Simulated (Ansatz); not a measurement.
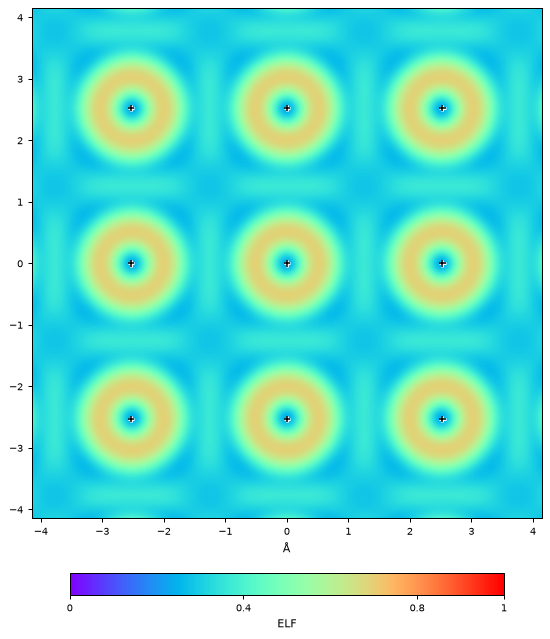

The electron localisation function on a plane through atoms (crosses mark nuclei in the plane).

Theory: Ansatz, DFT, PBEsol, plane waves (420 eV) with PAW, scalar-relativistic.

Candidates:
A. Os, a = 2.53 Å, b = 2.53 Å, c = 2.53 Å, α = 90.00°, β = 90.00°, γ = 90.00°. Space group Pm-3m; set up as Os, simple cubic; a generated structure, not necessarily the stable one; computed without spin polarisation.
B. Ge, a = 2.67 Å, b = 2.67 Å, c = 2.67 Å, α = 90.00°, β = 90.00°, γ = 90.00°. Space group Pm-3m; set up as Ge, simple cubic; a generated structure, not necessarily the stable one; changed on purpose from its base cell (volume × 1.0).

> Which system is this?

Candidate A: Os on the (001) plane of the conventional cell, which holds Os. Os–Os (2.53 Å): the ELF is about 0.35 at the midpoint.
